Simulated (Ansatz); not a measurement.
The Ansatz input:

```
crystal:
  lattice:
    - [0.0, 2.8358476072, 2.8358476072]
    - [2.8358476072, 0.0, 2.8358476072]
    - [2.8358476072, 2.8358476072, 0.0]
  atoms:
    - { symbol: Cd, position: [0.0, 0.0, 0.0] }
    - { symbol: S, position: [0.5, 0.5, 0.5] }
kpoints:
  mp_grid: { grid: [8, 8, 8] }
  band_path:
    path:
      - [0.0, 0.0, 0.0]
      - [0.5, 0.0, 0.5]
      - [0.625, 0.25, 0.625]
      - [0.375, 0.375, 0.75]
      - [0.5, 0.5, 0.5]
      - [0.5, 0.25, 0.75]
      - [0.0, 0.197917, -0.200521]
      - [0.0, 0.5, 0.5]
    npoints: 1
hamiltonian:
  xc: r2scan
scf:
  occupations: { method: fixed }
  n_extra_bands: 4
output:
  forces: true
  stress: true
  eigenvalues: true
```

Command:
```bash
ansatz run input.yaml --threads 2 --pin off --max-ram 2211MiB --backend cpu --events-out ev --progress --plain --runs-dir out
```

What does the calculation give for the electronic structure?

There is a gap; over the k points computed it is 0.71 eV (indirect; the smallest direct gap is 1.60 eV). The upper group of valence states starts about 4.3 eV under the valence-band top (which lies at −0.4 eV on this axis), with a gap beneath it; it holds about 6 electrons a cell.

The cell is at −7 GPa in this functional.

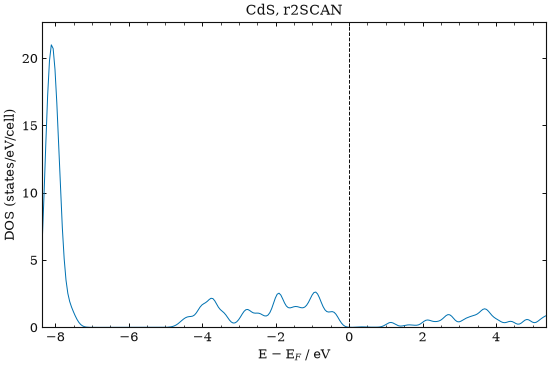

Density of states. Energies are counted from the Fermi level, put mid-gap where there is a gap. The curve is built from the levels of the k mesh with Gaussians 0.3 eV wide, which also blur the band edges.
